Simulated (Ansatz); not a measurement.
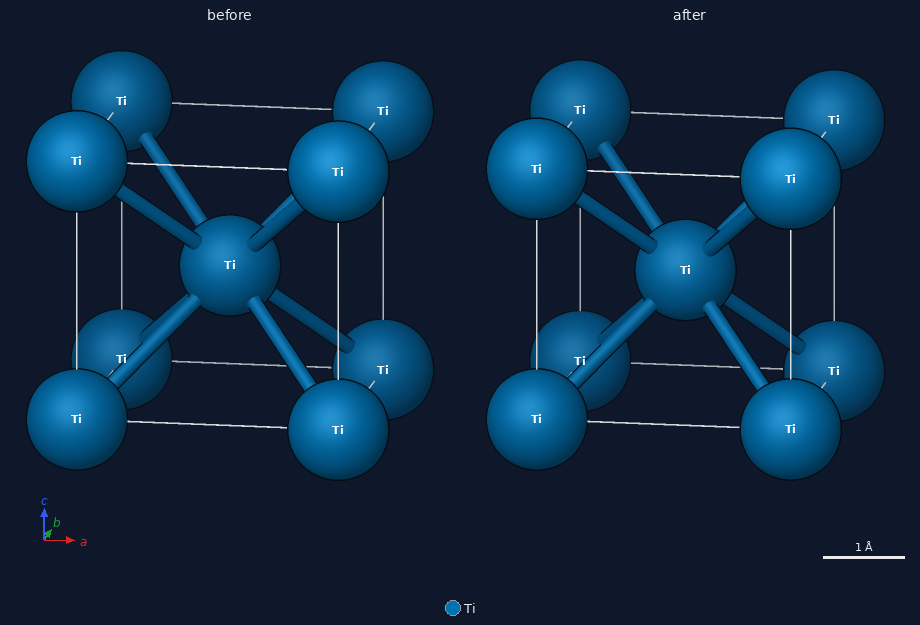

Left: a symmetric starting cell of Ti. Right: the same structure after one change, at the same scale. The picture is a ball-and-stick view of the conventional cell (2 times the calculation's cell), seen from a free direction. Lengths and directions refer to the drawn axes.

Method: Ansatz, DFT PBE, scalar-relativistic, plane waves, PAW. (plane-wave cutoff 420 eV; k-point mesh 18 × 18 × 18; occupations gaussian; smearing width 0.1 eV; no spin polarisation)

Q: Which change leads from the left to the right?

A: All lengths are scaled by −2.9 % (volume −8.5 %), the atoms keeping their fractional coordinates. No relaxation follows. The starting cell wasn't computed here and needn't be at equilibrium, so pressure and forces aren't due to the change alone.

Q: How do the computed properties respond?

A: The pressure is 7.6 GPa (not all of it need come from the change, since the unchanged cell can be under pressure at this level too). All forces vanish by symmetry. Some distances before and after: Ti–Ti 2.842 → 2.760 Å. The space group stays Im-3m (No. 229).
